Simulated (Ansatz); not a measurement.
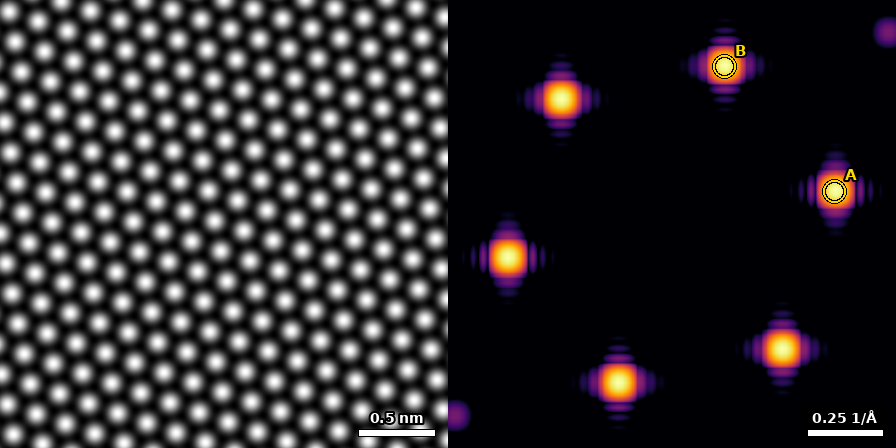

Dark-field STEM-like image of Ru (Pm-3m, No. 221) along [111]. The image is simulated as a sum over atoms of Z^1.8, blurred by a 1.30 Å probe (no channelling). The probe carries 25 % of its weight in a tail 2.5 times as wide. Structure: the input geometry of an electronic-structure calculation (not necessarily at equilibrium); the starting structure was generated, so it need not be a known form of this composition.

The right panel is the modulus of the image's Fourier transform on a logarithmic scale.

a = 2.522 Å, b = 2.522 Å, c = 2.522 Å, α = 90.00°, β = 90.00°, γ = 90.00°

Question: Index the marked spots and give their plane spacings (the zone axis points at the viewer; indices equivalent by symmetry, or all signs reversed, are as good).

Answer: A: (-1 1 0), d = 1.78 Å; B: (-1 0 1), d = 1.78 Å. A and B enclose 60°, and every spot obeys the zone law hu + kv + lw = 0 for [111].
